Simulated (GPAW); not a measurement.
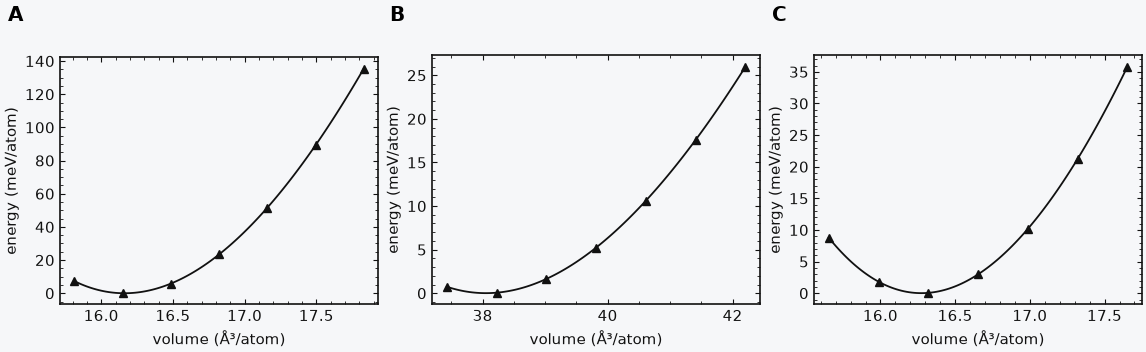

Each panel shows the energy against volume for one of these solids: CsSnBr₃, Pm-3m (No. 221); TiAl, P-6m2 (No. 187); W, Pbcm (No. 57).

Computed with GPAW 26.7.0: PAW DFT in plane waves, on a grid or in atomic orbitals, no spin polarisation; energies at scaled volumes of the given cell, shape and fractions fixed, counted from the fit's minimum, third-order Birch-Murnaghan fit. Level: PBEsol.

Match the panels to the solids.

Answer. A is W (energy from 0 meV/atom to 135 meV/atom, V0 16.16 Å³/atom, B0 299 GPa); B is CsSnBr₃ (energy from 0.05 meV/atom to 25.99 meV/atom, V0 38.05 Å³/atom, B0 22.3 GPa); C is TiAl (energy from 0.03 meV/atom to 35.83 meV/atom, V0 16.27 Å³/atom, B0 112 GPa).

For TiAl, limits of the calculation: shape and atomic fractions are frozen while scaling, which makes layered, chain and framework solids too stiff.

For W, limits of the calculation: shape and atomic fractions are frozen while scaling, which makes layered, chain and framework solids too stiff.
